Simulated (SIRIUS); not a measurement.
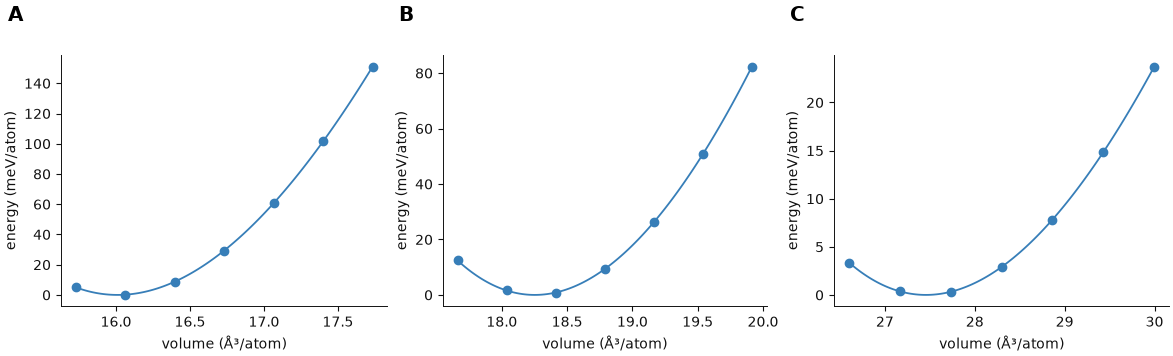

Each panel shows the energy against volume for one of these solids: SrCl₂, Fm-3m (No. 225); Ta, Fm-3m (No. 225); W, Fm-3m (No. 225).

Method: plane-wave DFT, no spin polarisation; energies at scaled volumes of the given cell, shape and fractions fixed, counted from the fit's minimum, third-order Birch-Murnaghan fit (SIRIUS 7.10.0). Level: PBEsol.

Match the panels to the solids.

Answer. A is W (energy from 0 meV/atom to 151 meV/atom, V0 16.01 Å³/atom, B0 314 GPa); B is Ta (energy from 0.86 meV/atom to 82.35 meV/atom, V0 18.25 Å³/atom, B0 198 GPa); C is SrCl₂ (energy from 0.33 meV/atom to 23.73 meV/atom, V0 27.46 Å³/atom, B0 38.1 GPa).
